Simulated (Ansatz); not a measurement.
# Geometry relaxation of ZnInGaO₄ (part 1 of 2)

ZnInGaO₄ (R3m, 7 atoms in the cell), computed with DFT PBEsol, scalar-relativistic, plane waves, PAW, no spin polarisation (Ansatz 0.2.0).

The structure derives from a Materials Project entry.

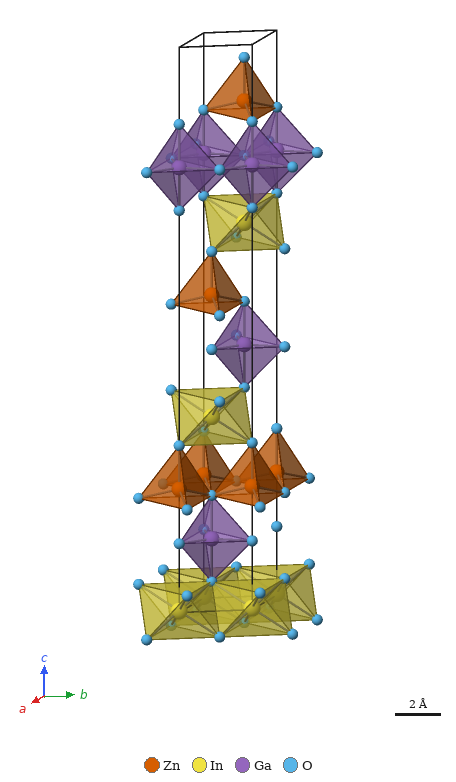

The starting structure (polyhedral view of the cell 3 times as large as that of the calculation, set on its symmetry axes, seen slightly off an axis; polyhedra are completed across the faces of the cell). An atom can appear more than once, as a periodic image.

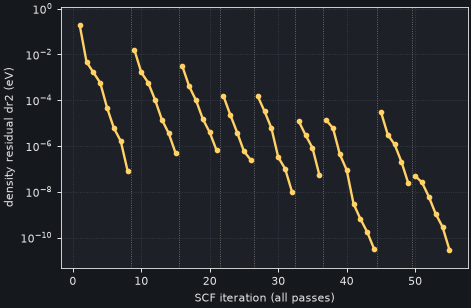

Convergence of the self-consistent field: density residual dr2 against the SCF iteration. The dotted lines part the SCF passes of the relaxation: geometry steps, rejected trials and re-solves on a re-selected basis. The 9 passes take 4 to 8 iterations each, 55 in all.

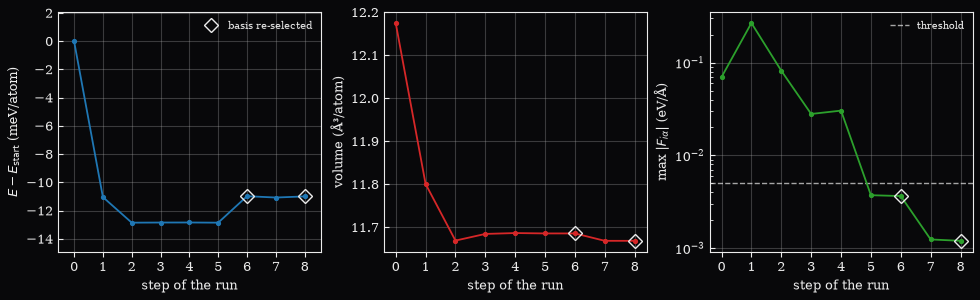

Progress of the relaxation, step by step (the first geometry is step 0 here and step 1 in the log).

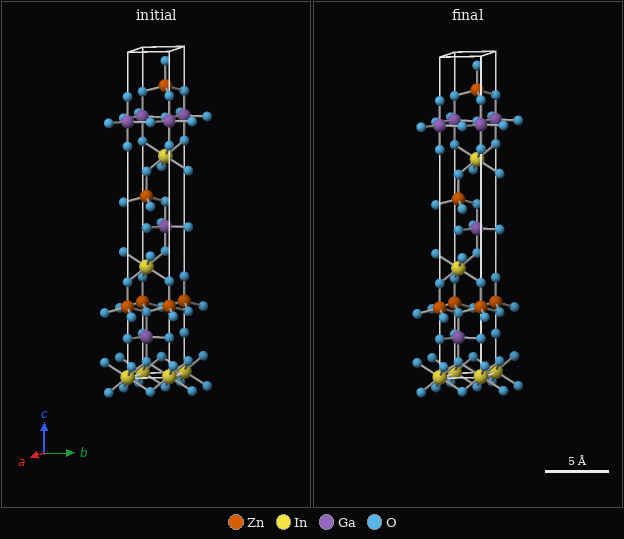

Before (left) and after (right) the relaxation, at one scale (ball-and-stick view of the cell 3 times as large as that of the calculation, set on its symmetry axes, with bonded neighbours outside it, seen slightly off an axis). Over 6 geometry steps the energy falls by 11.1 meV per atom. Largest force component: 0.07 eV/Å at the start, 0.0012 eV/Å at the end. The pressure goes from −6.65 to 0.01 GPa. 1 further SCF at an unchanged geometry re-selected the plane-wave basis for the new cell. O6 moves most relative to the cell: 0.014 Å. Largest moves by element: O 0.014 Å, Zn 0.008 Å, In 0.004 Å, Ga 0.003 Å. The drawn cell changes as follows: a = b 3.361 → 3.315 Å (−1.4 %), c 26.140 → 25.749 Å (−1.5 %); the volume changes by −4.2 %. Among the contacts that change: Zn1–O4 2.007 → 1.967 Å, In2–O5 2.228 → 2.194 Å, Ga3–O7 2.001 → 1.972 Å, In2–O4 2.216 → 2.188 Å. The space group stays R3m (No. 160). The energy change given includes the shifts at the re-selections in mid-walk, which come without any move. A last SCF at the same geometry on a re-selected plane-wave basis shifts the energy by +0.1 meV per atom. (Atoms are counted from 1 in the order of the input.)

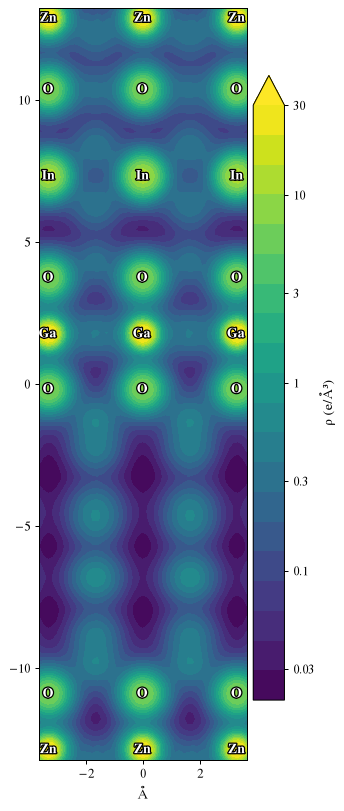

Valence electron density on the (100) plane of the conventional cell. Zn–O (1.97 Å): the density is about 0.62 e/Å³ at the midpoint. Ga–O (1.95 Å): the density is about 0.68 e/Å³ at the midpoint. Away from the nuclei the density in this plane falls to 0.02 e/Å³ at its lowest. In a PAW calculation such maps are meaningful between the atoms, not at the nuclei.

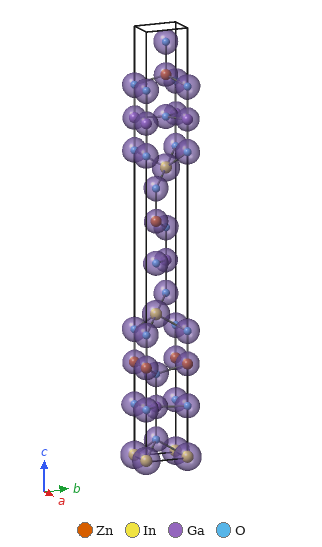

Isosurface of the valence electron density at 1 e/Å³ (purple), seen slightly off an axis. Sticks mark near contacts. The outline is the cell set on symmetry axes. At this value the density breaks into separate islands; it holds about 70 % of the electrons treated as valence (semicore included). It is pinched off along the Ga–O (1.91 Å), Zn–O (1.97 Å), In–O (2.19 Å) and Ga–O (1.95 Å) contacts. On the grid the lowest density along these lines, outside the cores, is 0.68 e/Å³ (Ga–O, 1.91 Å), 0.61 e/Å³ (Zn–O, 1.97 Å), 0.5 e/Å³ (In–O, 2.19 Å) and 0.66 e/Å³ (Ga–O, 1.95 Å).

These pictures come from the run below.

Input file
```yaml
crystal:
  lattice:
    - [1.6803268679, 0.9701371695, 8.713405462]
    - [-1.6803268679, 0.9701371695, 8.713405462]
    - [0.0, -1.940274339, 8.713405462]
  atoms:
    - { symbol: Zn, position: [0.218382, 0.218382, 0.218382] }
    - { symbol: In, position: [0.002768, 0.002768, 0.002768] }
    - { symbol: Ga, position: [0.787034, 0.787034, 0.787034] }
    - { symbol: O, position: [0.295143, 0.295143, 0.295143] }
    - { symbol: O, position: [0.711358, 0.711358, 0.711358] }
    - { symbol: O, position: [0.121717, 0.121717, 0.121717] }
    - { symbol: O, position: [0.863599, 0.863599, 0.863599] }
basis:
  ecutwfc: 420
kpoints:
  mp_grid: { grid: [12, 12, 12] }
hamiltonian:
  xc: pbesol
scf:
  occupations: { method: gaussian, width: 0.02 }
output:
  forces: true
  stress: true
  eigenvalues: true
  write_density: true
  write_potential: true
  elf: true
  volumetric_format: npy
relax:
  adjacent_minimum: "off"
  f_tol: 0.005
  max_steps: 80
  cell: { stress_tol: 0.05 }
```

Run as:
```bash
ansatz run input.yaml --threads 2 --pin off --max-ram 5120MiB --backend cpu --events-out ev --progress --plain --runs-dir out
```

What the program printed
```
basis.fft_grid_basis auto: the FFT boxes are laid along the combinations [[1, -1, 0], [0, 1, 0], [0, -1, 1]] of the cell's own vectors, 3.361, 8.927 and 3.361 Å long. The dense box has 24×60×24 points. Along the cell's own vectors, as sized, it would have 60×60×60, 6.25 times as many. Of the 6 symmetry operations that the crystal satisfies within crystal.symmetry.tolerance (time reversal apart; of a slab, those that keep its plane) the dense box along the cell's own vectors carries 6, and the one as laid loses 4 of those. basis.fft_grid_basis: typed keeps the cell's own vectors: state it where this run's energies or levels are differenced outside the engine with another run's, or held beside a run that keeps those vectors. Those combinations have planes normal to reciprocal vector 3, as the cell's own vectors have. Each planar average written beside output.write_density, output.write_potential has a row for each plane of the box: 24. The volumetric files lie along those combinations, not along the cell's own vectors: a cube or XSF file states them, and fields.json those of NumPy files.
Engine: ansatz 0.2.0, aarch64-unknown-linux-gnu
Pseudopotentials: kind: paw
Pseudopotential: Zn, paw, valence charge 12, recommended cutoff 420 eV (normal), Zn.paw.azcp
Pseudopotential: In, paw, valence charge 13, recommended cutoff 420 eV (normal), In.paw.azcp
Pseudopotential: Ga, paw, valence charge 13, recommended cutoff 420 eV (normal), Ga.paw.azcp
Pseudopotential: O, paw, valence charge 6, recommended cutoff 420 eV (normal), O.paw.azcp
Functional definition: PBEsol
  exchange = pbesol_x
  correlation = pbesol_c
Crystal: 7 atoms, lattice volume = 85.225 Å³
Basis set: ecut = 420 eV, 1667 PW (Γ), FFT grids on a1−a2, a2, −a2+a3, exchange–correlation on 48×120×48 points (8 copies of the dense FFT grid, shifted against one another)
Bands: 38, of which v1, the nominal top of the filled ones, is band 31 counted from 1 (30 counted from 0)
Symmetry: 6 space group operations
Space group: R3m (ITA 160), of the structure as read, at distance tolerance 4.4e-5 Å
k-points: 189 of 1728 (time reversal used)
Non-local potential: Zn, projectors of the file, l = 0: 2, l = 1: 2, l = 2: 3, l = 3: 1
Non-local potential: In, projectors of the file, l = 0: 2, l = 1: 2, l = 2: 2, l = 3: 2
Non-local potential: Ga, projectors of the file, l = 0: 2, l = 1: 2, l = 2: 3, l = 3: 1
Non-local potential: O, projectors of the file, l = 0: 2, l = 1: 2, l = 2: 1
PAW form: soft (Blöchl's): semilocal exchange-correlation on the pseudo side does not see the compensation charge
PAW frozen core: Zn, regenerated for the run's functional, and the local potential with it (the file was generated under x = pbe(κ = 0.804, μ = 0.2195149727645171), c = pbe(β = 0.06672455060314922))
PAW frozen core: In, regenerated for the run's functional, and the local potential with it (the file was generated under x = pbe(κ = 0.804, μ = 0.2195149727645171), c = pbe(β = 0.06672455060314922))
PAW frozen core: Ga, regenerated for the run's functional, and the local potential with it (the file was generated under x = pbe(κ = 0.804, μ = 0.2195149727645171), c = pbe(β = 0.06672455060314922))
PAW frozen core: O, regenerated for the run's functional, and the local potential with it (the file was generated under x = pbe(κ = 0.804, μ = 0.2195149727645171), c = pbe(β = 0.06672455060314922))
PAW one-centre angular grid: Zn, 590 points (default); XC on 64 Gauss nodes
PAW one-centre angular grid: In, 590 points (default); XC on 64 Gauss nodes
PAW one-centre angular grid: Ga, 590 points (default); XC on 64 Gauss nodes
PAW one-centre angular grid: O, 110 points (default); XC on 64 Gauss nodes
Initial density: superposition of atomic densities (neutral atoms: chi_scale 0, normalization atom), corrected by the library's trained network
Initial wavefunctions: pseudopotential atomic-orbital guess
Functional: x = pbesol(κ = 0.804, μ = 0.12345679012345678), c = pbesol(β = 0.046)
SCF iter   1: F=—  HF=-14794.553973 eV  |F-HF|=—  |Δ(HF+E_count)|=         —  Δρ=1.65e-2  dr2=1.94e-1  ethr=1.77e-3  ⟨swp⟩=6.1  Hψ=27720  notcnv=0  defer=2
preconditioner: auto → Resta (q_TF=auto, 2.587 Å⁻¹)  ε∞=5.3  [insulator: Δε(μ)=0.908 eV  Ē_g=15.223 eV  σ=0.020 eV  W_gap=1.00  n_scr=30 (ndim 8)  ℏωp=31.7 eV  f_vac=0.048  D(μ)=0.00/eV (n_scr^D=0)  ε∞_Penn≈5.3]
SCF iter   2: F=—  HF=-14794.501787 eV  |F-HF|=—  |Δ(HF+E_count)|=   5.22e-2  Δρ=2.77e-3  dr2=4.70e-3  ethr=3.13e-4  ⟨swp⟩=2.4  Hψ=12927  notcnv=0  defer=352
SCF iter   3: F=—  HF=-14794.501101 eV  |F-HF|=—  |Δ(HF+E_count)|=   6.86e-4  Δρ=1.26e-3  dr2=1.64e-3  ethr=7.59e-6  ⟨swp⟩=2.0  Hψ=11829  notcnv=0  defer=352
SCF iter   4: F=—  HF=-14794.501050 eV  |F-HF|=—  |Δ(HF+E_count)|=   5.03e-5  Δρ=8.59e-4  dr2=5.78e-4  ethr=2.65e-6  ⟨swp⟩=2.3  Hψ=12486  notcnv=0  defer=352
SCF iter   5: F=—  HF=-14794.500919 eV  |F-HF|=—  |Δ(HF+E_count)|=   1.31e-4  Δρ=1.75e-4  dr2=4.66e-5  ethr=9.32e-7  ⟨swp⟩=2.0  Hψ=12160  notcnv=0  defer=352
SCF iter   6: F=—  HF=-14794.500887 eV  |F-HF|=—  |Δ(HF+E_count)|=   3.23e-5  Δρ=7.44e-5  dr2=6.00e-6  ethr=7.52e-8  ⟨swp⟩=2.1  Hψ=11448  notcnv=0  defer=352
SCF iter   7: F=—  HF=-14794.500889 eV  |F-HF|=—  |Δ(HF+E_count)|=   2.46e-6  Δρ=4.95e-5  dr2=1.64e-6  ethr=9.67e-9  ⟨swp⟩=2.0  Hψ=12149  notcnv=0  defer=352
SCF iter   8: F=-14794.500889 eV  HF=-14794.500889 eV  |F-HF|=6.13e-8  |Δ(HF+E_count)|=   5.49e-8  Δρ=1.08e-5  dr2=8.16e-8  ethr=1.61e-10  ⟨swp⟩=11.6  Hψ=53468  notcnv=0
SCF 1 converged in 8 iterations: F = -14794.500889 eV  dr2 = 8.16e-8
  greatest PAW one-centre occupation: 0.998 electrons in one spin orbital (limit 2), on the Ga atom at site 2 (counted from 0), in its partial waves of l = 2
relax step   1: F+E_penalty+E_count = -14794.50088932 eV  Δ(F+E_penalty+E_count) = +0.000e0 eV  max|allowed force component| = 6.982e-2 eV/Å  Δτ_max = 0.0000 Å  P = -6.649 GPa  Ω = 85.225 Å³  (8 SCF iters, dr2 threshold 1.00e-7 eV, accepted)
Crystal: 7 atoms, lattice volume = 82.606 Å³
Basis set: ecut = 420 eV, 1631 PW (Γ), FFT grids on a1−a2, a2, −a2+a3, exchange–correlation on 48×120×48 points (8 copies of the dense FFT grid, shifted against one another)
Initial density: handed on by an earlier stage of this run
Initial wavefunctions: those handed on with the density
iter 1 solved again at ethr=2.59e-5 eV; its pass at ethr=3.10e-3 eV (dr2=1.61e-2 eV) is discarded
SCF iter   1: F=—  HF=-14794.582511 eV  |F-HF|=—  |Δ(HF+E_count)|=         —  Δρ=4.92e-3  dr2=1.56e-2  ethr=2.59e-5  ⟨swp⟩=2.4  Hψ=34366  notcnv=0
preconditioner: auto → Resta (q_TF=auto, 2.601 Å⁻¹)  ε∞=5.3  [insulator: Δε(μ)=1.187 eV  Ē_g=15.515 eV  σ=0.020 eV  W_gap=1.00  n_scr=30 (ndim 8)  ℏωp=32.2 eV  f_vac=0.036  D(μ)=0.00/eV (n_scr^D=0)  ε∞_Penn≈5.3]
SCF iter   2: F=—  HF=-14794.578418 eV  |F-HF|=—  |Δ(HF+E_count)|=   4.09e-3  Δρ=1.59e-3  dr2=1.63e-3  ethr=2.52e-5  ⟨swp⟩=2.0  Hψ=12959  notcnv=0
SCF iter   3: F=—  HF=-14794.578190 eV  |F-HF|=—  |Δ(HF+E_count)|=   2.28e-4  Δρ=7.86e-4  dr2=5.87e-4  ethr=2.63e-6  ⟨swp⟩=2.8  Hψ=12021  notcnv=0
SCF iter   4: F=—  HF=-14794.578183 eV  |F-HF|=—  |Δ(HF+E_count)|=   6.81e-6  Δρ=3.99e-4  dr2=1.06e-4  ethr=9.46e-7  ⟨swp⟩=2.0  Hψ=10106  notcnv=0
SCF iter   5: F=—  HF=-14794.578178 eV  |F-HF|=—  |Δ(HF+E_count)|=   5.68e-6  Δρ=1.36e-4  dr2=1.43e-5  ethr=1.71e-7  ⟨swp⟩=2.0  Hψ=11218  notcnv=0
SCF iter   6: F=—  HF=-14794.578184 eV  |F-HF|=—  |Δ(HF+E_count)|=   6.07e-6  Δρ=7.66e-5  dr2=3.62e-6  ethr=2.30e-8  ⟨swp⟩=2.0  Hψ=10395  notcnv=0
SCF iter   7: F=-14794.578185 eV  HF=-14794.578185 eV  |F-HF|=2.40e-7  |Δ(HF+E_count)|=   9.01e-7  Δρ=2.72e-5  dr2=4.97e-7  ethr=1.13e-9  ⟨swp⟩=7.0  Hψ=51153  notcnv=0
SCF 2 converged in 7 iterations: F = -14794.578185 eV  dr2 = 4.97e-7
relax step   2: F+E_penalty+E_count = -14794.57818498 eV  Δ(F+E_penalty+E_count) = -7.730e-2 eV  max|allowed force component| = 2.670e-1 eV/Å  Δτ_max = 0.0188 Å  P = -1.591 GPa  Ω = 82.606 Å³  energy of the carried Pulay correction = +1.194e-2 eV  (7 SCF iters, dr2 threshold 7.00e-7 eV, accepted)
Crystal: 7 atoms, lattice volume = 81.683 Å³
iter 1 solved again at ethr=4.77e-6 eV; its pass at ethr=3.10e-3 eV (dr2=2.96e-3 eV) is discarded
SCF iter   1: F=—  HF=-14794.591581 eV  |F-HF|=—  |Δ(HF+E_count)|=         —  Δρ=2.64e-3  dr2=3.01e-3  ethr=4.77e-6  ⟨swp⟩=2.5  Hψ=32839  notcnv=0
preconditioner: auto → Resta (q_TF=auto, 2.606 Å⁻¹)  ε∞=5.3  [insulator: Δε(μ)=1.191 eV  Ē_g=15.586 eV  σ=0.020 eV  W_gap=1.00  n_scr=30 (ndim 8)  ℏωp=32.4 eV  f_vac=0.036  D(μ)=0.00/eV (n_scr^D=0)  ε∞_Penn≈5.3]
SCF iter   2: F=—  HF=-14794.590886 eV  |F-HF|=—  |Δ(HF+E_count)|=   6.94e-4  Δρ=1.09e-3  dr2=3.99e-4  ethr=4.77e-6  ⟨swp⟩=2.0  Hψ=13929  notcnv=0
SCF iter   3: F=—  HF=-14794.590849 eV  |F-HF|=—  |Δ(HF+E_count)|=   3.77e-5  Δρ=4.49e-4  dr2=9.80e-5  ethr=6.43e-7  ⟨swp⟩=2.8  Hψ=13309  notcnv=0
SCF iter   4: F=—  HF=-14794.590864 eV  |F-HF|=—  |Δ(HF+E_count)|=   1.51e-5  Δρ=1.36e-4  dr2=1.48e-5  ethr=1.58e-7  ⟨swp⟩=2.0  Hψ=11815  notcnv=0
SCF iter   5: F=—  HF=-14794.590866 eV  |F-HF|=—  |Δ(HF+E_count)|=   1.77e-6  Δρ=7.15e-5  dr2=3.89e-6  ethr=2.39e-8  ⟨swp⟩=2.0  Hψ=10369  notcnv=0
SCF iter   6: F=-14794.590865 eV  HF=-14794.590866 eV  |F-HF|=2.26e-7  |Δ(HF+E_count)|=   2.61e-8  Δρ=3.10e-5  dr2=6.39e-7  ethr=1.13e-9  ⟨swp⟩=7.0  Hψ=51172  notcnv=0
SCF 3 converged in 6 iterations: F = -14794.590865 eV  dr2 = 6.39e-7
relax step   3: F+E_penalty+E_count = -14794.59086540 eV  Δ(F+E_penalty+E_count) = -1.268e-2 eV  max|allowed force component| = 8.176e-2 eV/Å  Δτ_max = 0.0220 Å  P = +0.245 GPa  Ω = 81.683 Å³  energy of the carried Pulay correction = +1.624e-2 eV  (6 SCF iters, dr2 threshold 7.00e-7 eV, accepted)
Crystal: 7 atoms, lattice volume = 81.792 Å³
iter 1 solved again at ethr=2.44e-7 eV; its pass at ethr=3.10e-3 eV (dr2=1.51e-4 eV) is discarded
SCF iter   1: F=—  HF=-14794.590858 eV  |F-HF|=—  |Δ(HF+E_count)|=         —  Δρ=5.96e-4  dr2=1.51e-4  ethr=2.44e-7  ⟨swp⟩=2.2  Hψ=32486  notcnv=0
preconditioner: auto → Resta (q_TF=auto, 2.605 Å⁻¹)  ε∞=5.3  [insulator: Δε(μ)=1.161 eV  Ē_g=15.561 eV  σ=0.020 eV  W_gap=1.00  n_scr=30 (ndim 8)  ℏωp=32.3 eV  f_vac=0.038  D(μ)=0.00/eV (n_scr^D=0)  ε∞_Penn≈5.3]
SCF iter   2: F=—  HF=-14794.590804 eV  |F-HF|=—  |Δ(HF+E_count)|=   5.46e-5  Δρ=2.60e-4  dr2=2.29e-5  ethr=2.44e-7  ⟨swp⟩=2.0  Hψ=10258  notcnv=0
SCF iter   3: F=—  HF=-14794.590799 eV  |F-HF|=—  |Δ(HF+E_count)|=   5.02e-6  Δρ=9.26e-5  dr2=3.88e-6  ethr=3.69e-8  ⟨swp⟩=2.0  Hψ=10106  notcnv=0
SCF iter   4: F=—  HF=-14794.590799 eV  |F-HF|=—  |Δ(HF+E_count)|=   1.21e-9  Δρ=2.40e-5  dr2=5.80e-7  ethr=6.26e-9  ⟨swp⟩=2.0  Hψ=12178  notcnv=0
SCF iter   5: F=-14794.590799 eV  HF=-14794.590799 eV  |F-HF|=2.41e-7  |Δ(HF+E_count)|=   1.03e-7  Δρ=1.82e-5  dr2=2.45e-7  ethr=6.74e-10  ⟨swp⟩=9.3  Hψ=49847  notcnv=0
SCF 4 converged in 5 iterations: F = -14794.590799 eV  dr2 = 2.45e-7
relax step   4: F+E_penalty+E_count = -14794.59079852 eV  Δ(F+E_penalty+E_count) = +6.688e-5 eV  max|allowed force component| = 2.797e-2 eV/Å  Δτ_max = 0.0049 Å  P = +0.013 GPa  Ω = 81.792 Å³  energy of the carried Pulay correction = +1.573e-2 eV  (5 SCF iters, dr2 threshold 4.18e-7 eV, accepted)
Crystal: 7 atoms, lattice volume = 81.806 Å³
iter 1 solved again at ethr=2.38e-7 eV; its pass at ethr=3.10e-3 eV (dr2=1.47e-4 eV) is discarded
SCF iter   1: F=—  HF=-14794.590838 eV  |F-HF|=—  |Δ(HF+E_count)|=         —  Δρ=7.06e-4  dr2=1.51e-4  ethr=2.38e-7  ⟨swp⟩=2.3  Hψ=28496  notcnv=0
preconditioner: auto → Resta (q_TF=auto, 2.605 Å⁻¹)  ε∞=5.3  [insulator: Δε(μ)=1.174 eV  Ē_g=15.560 eV  σ=0.020 eV  W_gap=1.00  n_scr=30 (ndim 8)  ℏωp=32.3 eV  f_vac=0.038  D(μ)=0.00/eV (n_scr^D=0)  ε∞_Penn≈5.3]
SCF iter   2: F=—  HF=-14794.590792 eV  |F-HF|=—  |Δ(HF+E_count)|=   4.57e-5  Δρ=3.37e-4  dr2=3.27e-5  ethr=2.38e-7  ⟨swp⟩=2.8  Hψ=10513  notcnv=0
SCF iter   3: F=—  HF=-14794.590777 eV  |F-HF|=—  |Δ(HF+E_count)|=   1.52e-5  Δρ=9.76e-5  dr2=6.09e-6  ethr=5.27e-8  ⟨swp⟩=2.0  Hψ=12006  notcnv=0
SCF iter   4: F=—  HF=-14794.590776 eV  |F-HF|=—  |Δ(HF+E_count)|=   1.00e-6  Δρ=2.27e-5  dr2=3.24e-7  ethr=9.82e-9  ⟨swp⟩=2.0  Hψ=10793  notcnv=0
SCF iter   5: F=—  HF=-14794.590776 eV  |F-HF|=—  |Δ(HF+E_count)|=   1.77e-7  Δρ=1.24e-5  dr2=1.02e-7  ethr=7.89e-11  ⟨swp⟩=9.1  Hψ=49115  notcnv=0
SCF iter   6: F=-14794.590776 eV  HF=-14794.590776 eV  |F-HF|=3.30e-9  |Δ(HF+E_count)|=   2.79e-8  Δρ=3.53e-6  dr2=1.02e-8  ethr=7.89e-11  ⟨swp⟩=8.1  Hψ=42779  notcnv=0
SCF 5 converged in 6 iterations: F = -14794.590776 eV  dr2 = 1.02e-8
relax step   5: F+E_penalty+E_count = -14794.59077599 eV  Δ(F+E_penalty+E_count) = +2.253e-5 eV  max|allowed force component| = 3.039e-2 eV/Å  Δτ_max = 0.0058 Å  P = -0.019 GPa  Ω = 81.806 Å³  energy of the carried Pulay correction = +1.567e-2 eV  (6 SCF iters, dr2 threshold 4.89e-8 eV, accepted)
Crystal: 7 atoms, lattice volume = 81.800 Å³
iter 1 solved again at ethr=1.92e-8 eV; its pass at ethr=3.10e-3 eV (dr2=1.19e-5 eV) is discarded
```
